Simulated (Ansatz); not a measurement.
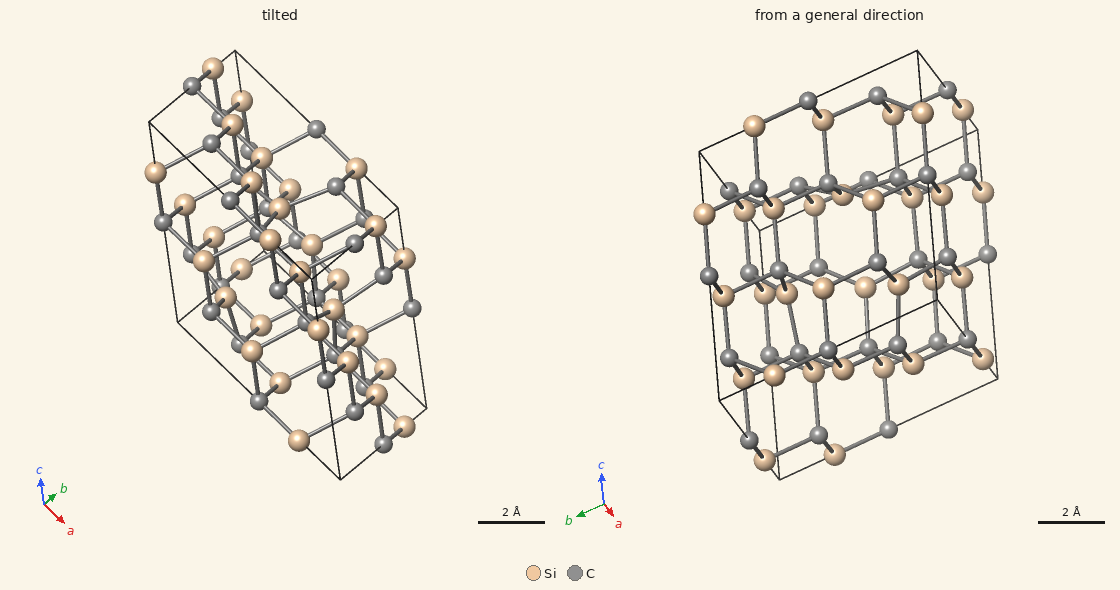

Ball-and-stick drawing of the structure, looking slightly off an axis and from a general direction. One supercell is framed, with atoms on its boundary repeated. The host is SiC, in a cell of 32 sites, and the cell carries a charge of +3.

How does this supercell depart from the perfect host?

Answer. A carbon vacancy. Around the empty site lie four Si at about 2.1 Å.

Theory: Ansatz, DFT PBE, scalar-relativistic, plane waves, PAW. Numerical settings: a kinetic-energy cutoff of 420 eV, a 2×2×2 k-point grid, Gaussian smearing of 0.01 eV, collinear spins.

Is the defect spin-polarised?

Answer. Yes, 0.5 μB in the cell.

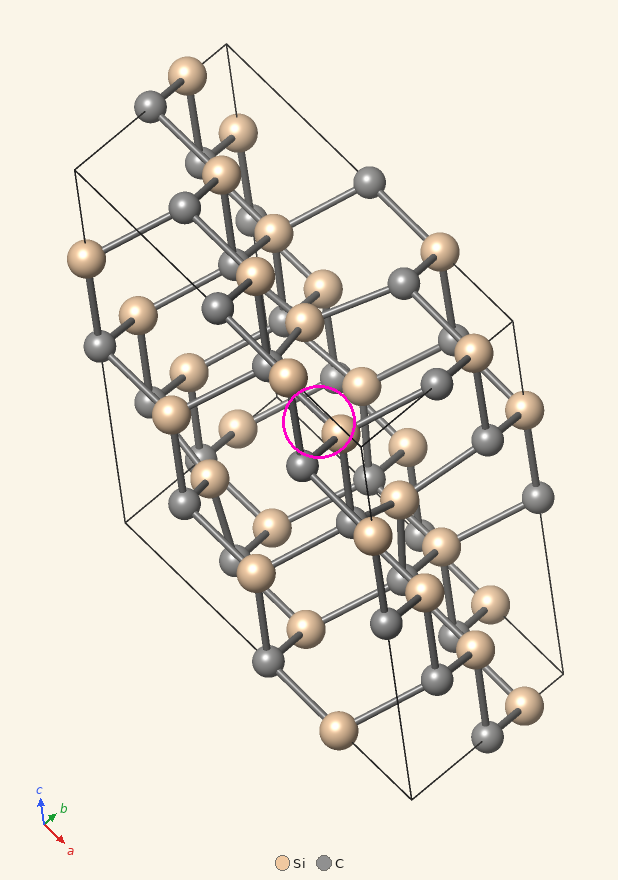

The same cell with a ring at the defect's site.

The atoms were relaxed in the host's cell with DFT PBE, scalar-relativistic, plane waves, PAW in Ansatz.
